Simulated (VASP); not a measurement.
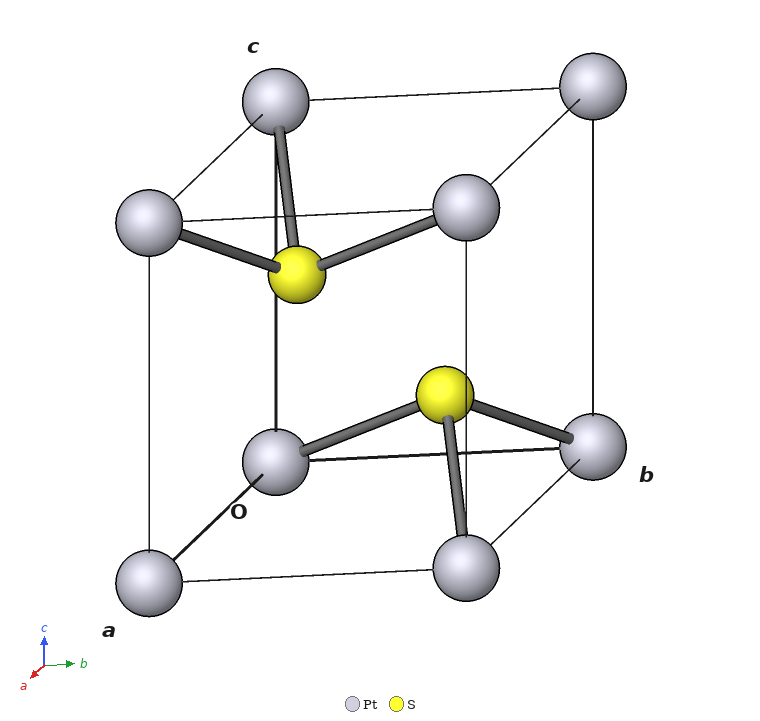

For PtS2, the end point of a relaxation with VASP Kohn-Sham DFT of a periodic cell, PBEsol with D3(BJ), VASP PAW PBE potentials, recommended in VASP: one unit cell is drawn above. All values are computed from the atomic coordinates in the standard setting (tolerance 0.002 Å).

```
CELL_PARAMETERS angstrom
3.55658 0.00000 0.00000
-1.77829 3.08009 0.00000
0.00000 0.00000 4.40716
ATOMIC_POSITIONS crystal
Pt 0.00000 0.00000 0.00000
S 0.66667 0.33333 0.73018
S 0.33333 0.66667 0.26982
```

Q: What is its point group?

A: -3m (D3d), order 12, trigonal system: one threefold axis, three twofold axes, three mirror planes, an inversion centre.

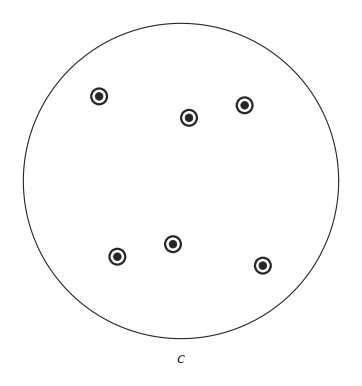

Stereographic projection: filled dots lie in the upper hemisphere, open rings in the lower. The poles are one general form. The b axis points at the viewer.

Q: What does this class allow?

A: Class -3m is centrosymmetric, so neither piezoelectric nor pyroelectric; it is not chiral. Its Laue class is -3m.
